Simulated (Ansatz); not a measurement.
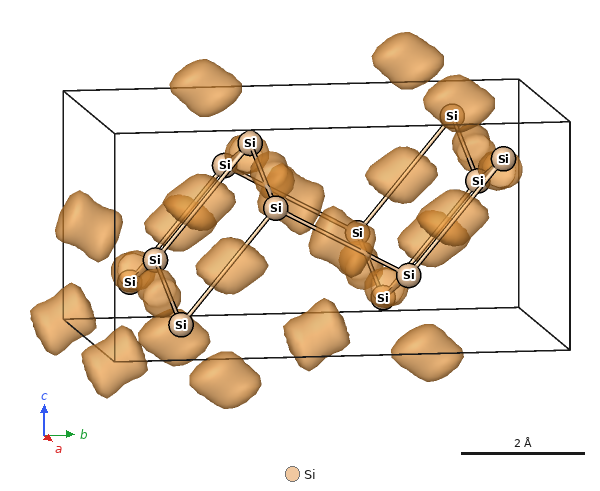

Si. Isosurface of the ELF at 0.8 (orange), seen slightly off an axis. Core shells and regions of very low density are left out. Sticks mark near contacts.

Space group Cmce; built by placing these elements on a known structure type.

The calculation used Ansatz 0.2.0, DFT, PAW plane waves, PBE.

Core electrons are frozen (PAW), and the valence fields are smoothed inside the atomic spheres.

```yaml
crystal:
  lattice:
    - [4.79854, 0.00000, 0.00000]
    - [0.00000, 7.52706, 0.00000]
    - [0.00000, 0.00000, 3.75724]
  atoms:
    - { symbol: Si, position: [0.00000, 0.14598, 0.15491] }
    - { symbol: Si, position: [0.50000, 0.64598, 0.15491] }
    - { symbol: Si, position: [0.00000, 0.35402, 0.65491] }
    - { symbol: Si, position: [0.50000, 0.85402, 0.65491] }
    - { symbol: Si, position: [0.00000, 0.85402, 0.84509] }
    - { symbol: Si, position: [0.50000, 0.35402, 0.84509] }
    - { symbol: Si, position: [0.00000, 0.64598, 0.34509] }
    - { symbol: Si, position: [0.50000, 0.14598, 0.34509] }
```

### Describe the localisation domains.

The surface consists of 20 regions between bonded Si–Si atoms (shared pairs), counted in one cell of 8 atoms. Any copies at cell faces, edges or corners count once.

Values along the shortest contacts:
Si–Si (2.45 Å): the ELF peaks at about 0.90 between the atoms. Si–Si (2.49 Å): the ELF peaks at about 0.90 between the atoms.
